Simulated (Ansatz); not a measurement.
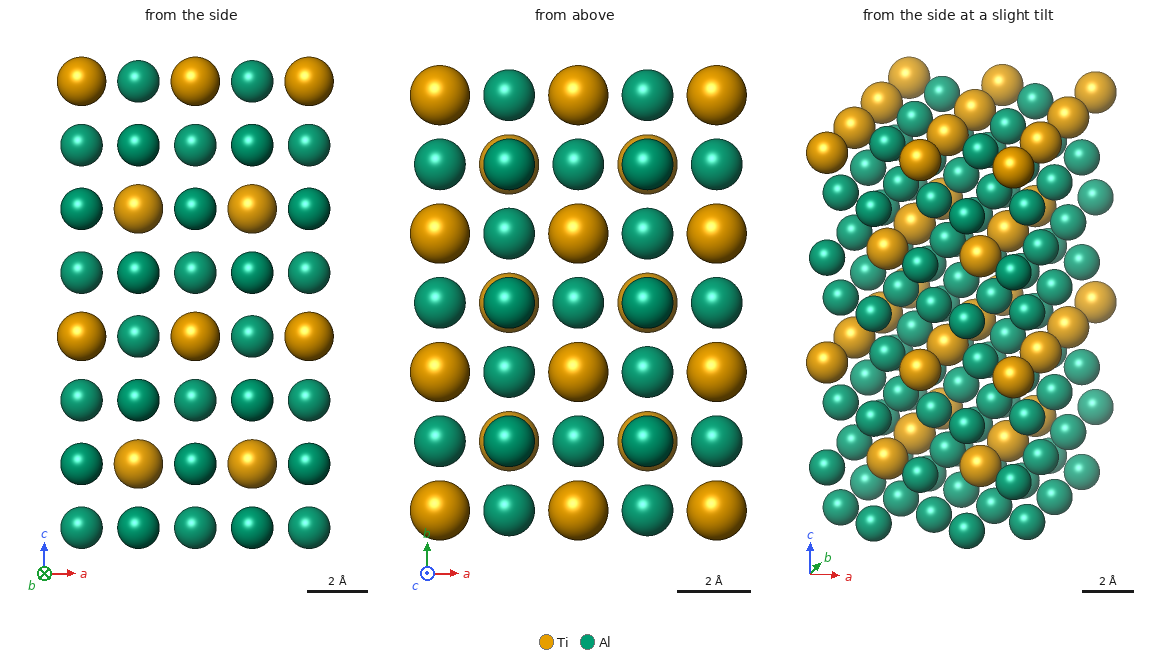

A spheres-only picture of a periodic slab, seen from the side, from above and from the side at a slight tilt. The surface normal points up in side views; the vacuum is left out. 2×3 cells are drawn in the plane, with atoms at the edges repeated.

The cell holds 4 Ti, 12 Al.

### Which species face the vacuum on either side?

The top face ends in Al and Ti, the bottom face in Al. The faces differ, so the slab can carry a dipole.

### Give the thickness from the bottom atom to the top atom.

About 15 Å from the lowest to the highest atom.

### Go down through the slab and list the planes.

Eight planes: TiAl / Al / TiAl / Al / TiAl / Al / TiAl / Al.

The model was built from a structure listed in the Materials Project. The cell was then strained or its atoms displaced on purpose. An electronic-structure calculation with Ansatz was run on it.

At this level of theory the run's own cell isn't at rest (forces up to 0.7 eV/Å), so its distances can differ from those at equilibrium, the more so the softer the solid.
